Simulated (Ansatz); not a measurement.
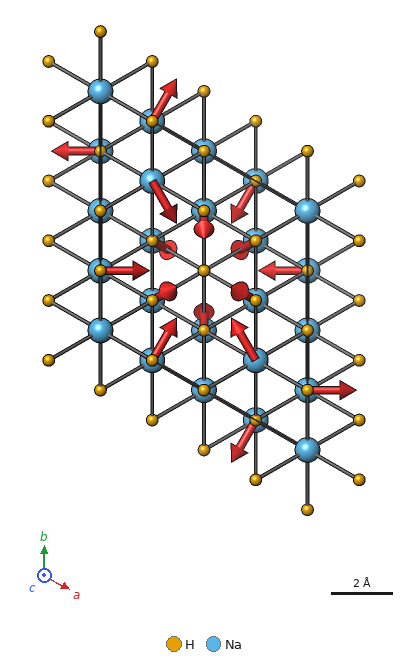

A relaxation of a defect cell of composition Na15H17. The starting structure is drawn; red arrows show the displacements, magnified 30 times.

A ball-and-stick model of the cell of the calculation, seen along the c axis.

Case: H on a Na site (a), charge +0, atoms relaxed at the host's cell.

Computed with Ansatz, DFT PBE, scalar-relativistic, plane waves, PAW. Settings: plane-wave cutoff 420 eV; k-point mesh 2 × 2 × 2; occupations gaussian; smearing width 0.01 eV; mesh shifted by (0.5, 0.5, 0.5); no spin polarisation; atoms relaxed in a fixed cell; force threshold 0.025 eV/Å; at most 45 steps.

Which element moves most?

Answer. Sodium: up to 0.055 Å, against 0.006 Å for hydrogen.

Describe the change and its energy.

Answer. The largest moves, 0.055 Å, are those of Na atoms. Largest moves by element: Na 0.055 Å, H 0.006 Å. The lattice vectors keep their values. Near-neighbour distances that change, for instance: H–Na 2.415 → 2.455 Å, H–Na 2.415 → 2.377 Å. Bond angles that change, for instance: H–Na–H 180.0° → 177.4°. Over 1 accepted move (2 points after the start) the energy falls by 53.6 meV per cell of the calculation. The largest force component goes from 0.12 to 0.011 eV/Å. The line search rejected the trial step at point 1 of the run. The run took 7.2 s on 4 threads of Arm Neoverse V1, on a shared host, peak memory 0.78 GiB.

Limits of the set-up: the periodic images lie only 8.4 Å apart, so the values are limited by the cell's size.
